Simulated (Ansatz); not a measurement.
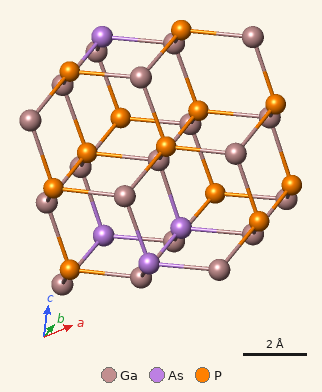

Starting structure of solid Ga₆₄As₁₂P₅₂ (a generated structure, set up in P1). The picture is a ball-and-stick view of the atoms within 5.8 Å of the atom that moves most (axes of the cell of the calculation), seen slightly off an axis.

All numbers below come from Ansatz 0.2.0, DFT, PBEsol, PAW, plane waves.

Set-up: plane-wave cutoff 420 eV; k-point mesh 1 × 1 × 1; mesh shifted by (0.5, 0.5, 0.5); no spin polarisation; cell relaxed at fixed shape; force threshold 0.03 eV/Å; at most 80 steps.

```
Ga As P
1.0
     0.00000   10.96115   10.96115
    10.96115    0.00000   10.96115
    10.96115   10.96115    0.00000
Ga As P
64 12 52
Direct
  0.99933 0.99979 0.00078
  0.49951 0.99934 0.00067
  0.99844 0.50204 0.99997
  0.99872 0.00305 0.50126
  0.25146 0.25164 0.24887
  0.50204 0.49770 0.00073
  0.49614 0.00070 0.50043
  0.75146 0.24756 0.24964
  0.99848 0.50272 0.49997
  0.25017 0.75037 0.24925
  0.25054 0.25258 0.74743
  0.50215 0.50057 0.49823
  0.74991 0.74723 0.25160
  0.75124 0.24981 0.74987
  0.25065 0.74890 0.75031
  0.75198 0.74945 0.74913
  0.00165 0.99980 0.24750
  0.25197 0.24996 0.99949
  0.49997 0.00304 0.24683
  0.75137 0.24810 0.00085
  0.99790 0.50012 0.25109
  0.25067 0.75034 0.00047
  0.00335 0.00039 0.74955
  0.24911 0.25085 0.50085
  0.50231 0.50018 0.24946
  0.75001 0.74879 0.00036
  0.49913 0.00026 0.75003
  0.74879 0.24937 0.50117
  0.99888 0.50103 0.74914
  0.25084 0.74990 0.50152
  0.49826 0.50021 0.75118
  0.75227 0.74906 0.49903
  0.00007 0.25184 0.99824
  0.25086 0.00050 0.24759
  0.49782 0.25113 0.00003
  0.74981 0.00235 0.24765
  0.99993 0.75121 0.00114
  0.00005 0.24762 0.49940
  0.24811 0.50314 0.24975
  0.50450 0.74822 0.99923
  0.24676 0.00054 0.74954
  0.49804 0.25009 0.49965
  0.75132 0.50182 0.24839
  0.74897 0.99997 0.74821
  0.00304 0.74944 0.49926
  0.25217 0.49823 0.74901
  0.49932 0.74857 0.50122
  0.74934 0.49897 0.75199
  0.25178 0.99840 0.00000
  0.74983 0.00114 0.99733
  0.00203 0.25169 0.24789
  0.25238 0.49878 0.99899
  0.25114 0.00315 0.49586
  0.50041 0.24916 0.24961
  0.74833 0.49892 0.99954
  0.75156 0.99944 0.50013
  0.99902 0.74940 0.24858
  0.00210 0.25092 0.74786
  0.24927 0.50041 0.50191
  0.49932 0.74889 0.25293
  0.50064 0.24766 0.75064
  0.75004 0.50178 0.49554
  0.99927 0.75150 0.74863
  0.49887 0.74786 0.75208
  0.06563 0.06234 0.06148
  0.56090 0.06159 0.56346
  0.31387 0.31170 0.80979
  0.81322 0.81221 0.06185
  0.80951 0.31171 0.56314
  0.31273 0.81258 0.56395
  0.06169 0.31364 0.06268
  0.56419 0.31144 0.06225
  0.31172 0.56305 0.31102
  0.56319 0.81345 0.56305
  0.31173 0.56213 0.06375
  0.81359 0.56027 0.06164
  0.56390 0.06173 0.06366
  0.06408 0.56201 0.06049
  0.06234 0.06430 0.56081
  0.31184 0.31205 0.31439
  0.56099 0.56104 0.06373
  0.81331 0.31147 0.31408
  0.06552 0.55905 0.56268
  0.31182 0.81042 0.31368
  0.56091 0.56544 0.56259
  0.81357 0.81183 0.31337
  0.81314 0.31247 0.81143
  0.31151 0.81019 0.81495
  0.81101 0.81414 0.80943
  0.06616 0.06298 0.31100
  0.31079 0.31162 0.06458
  0.56132 0.06457 0.31447
  0.81207 0.31212 0.06470
  0.06424 0.56096 0.31110
  0.31355 0.81241 0.06240
  0.06228 0.06207 0.81272
  0.31123 0.31379 0.56012
  0.56289 0.56302 0.31089
  0.56297 0.06325 0.81317
  0.06105 0.56139 0.81484
  0.56244 0.56243 0.81297
  0.81496 0.81084 0.56140
  0.31242 0.06168 0.31236
  0.81209 0.06445 0.31384
  0.06015 0.81240 0.06167
  0.06197 0.31211 0.56407
  0.56298 0.81186 0.06115
  0.31077 0.06380 0.81268
  0.56433 0.31162 0.56332
  0.81352 0.56236 0.31221
  0.81216 0.06079 0.81354
  0.06300 0.81309 0.56476
  0.31156 0.56428 0.80999
  0.81170 0.56493 0.81212
  0.31335 0.05956 0.06270
  0.81008 0.06645 0.06130
  0.06346 0.31243 0.31293
  0.31019 0.06144 0.56276
  0.56174 0.31212 0.31055
  0.81182 0.06211 0.56377
  0.06309 0.81291 0.31237
  0.06482 0.31022 0.81342
  0.31265 0.56257 0.56017
  0.56087 0.81332 0.31384
  0.56346 0.31147 0.81249
  0.81389 0.56240 0.56120
  0.06408 0.81281 0.80955
  0.55966 0.81254 0.81411
```

What does the optimiser find from here?

Answer. The energy falls by 11.6 meV per atom in 3 geometry steps. The largest force component goes from 1 to 0.021 eV/Å. Pressure: 0.09 GPa at the start and −0.01 GPa at the end. The largest move relative to the cell is that of Ga51, 0.10 Å along [−1 −1 2]. By element the largest moves are Ga 0.10 Å, P 0.07 Å, As 0.05 Å. Cell: a = b = c 15.501 → 15.496 Å (0.0 %). Volume −0.1 %. Among the contacts that change: Ga28–As69 2.342 → 2.432 Å, Ga3–As76 2.340 → 2.424 Å, Ga17–As65 2.355 → 2.431 Å, Ga49–As65 2.356 → 2.429 Å. Among the angles between lasting bonds that change: As71–Ga51–P117 110.9° → 107.6°, Ga28–P82–Ga51 111.2° → 108.3°, P82–Ga51–P117 109.1° → 111.7°. The space group stays P1 (No. 1). Cost: 6.3 s on 1 × NVIDIA GB200 with 8 threads of Arm Neoverse-V2, peak memory 2.6 GiB.

After the run, drawn alike:

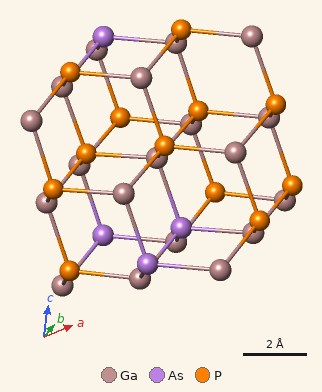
